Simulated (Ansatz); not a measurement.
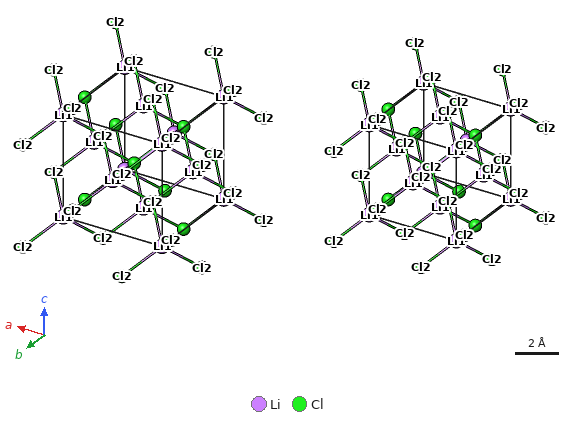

Two geometries of solid LiCl (built on the zincblende type), drawn at one scale. One is the start of a relaxation, the other its converged end. Style: ball-and-stick. Shown: the conventional cell (4 times the calculation's cell), from a free direction. Lengths and directions refer to the drawn axes.

Level of theory: DFT, PBE, plane waves, PAW (Ansatz 0.2.0). Settings: plane-wave cutoff 420 eV; k-point mesh 8 × 8 × 8; occupations fermi dirac; smearing width 0.02 eV; no spin polarisation; cell and atoms relaxed; force threshold 0.005 eV/Å.

Q: Which geometry has the lower energy?

A: The left one is the relaxed one. Over 5 accepted moves (7 points after the start) the energy falls by 306 meV per atom. All forces vanish by symmetry, so only the cell relaxes. Pressure: 20.55 GPa at the start and 0.01 GPa at the end. The SCF was repeated twice at an unchanged geometry on a basis and grid sized afresh for the cell, which shifted the energy by 1.8 meV per atom at most. No atom moves by more than 0.005 Å relative to the cell. The volume changes by +46.2 %, with a = b = c 4.859 → 5.515 Å (+13.5 %). Near-neighbour distances that change, for instance: Li1–Cl2 2.104 → 2.388 Å. The space group stays F-43m (No. 216). The run took roughly 9 core-seconds on a shared host.
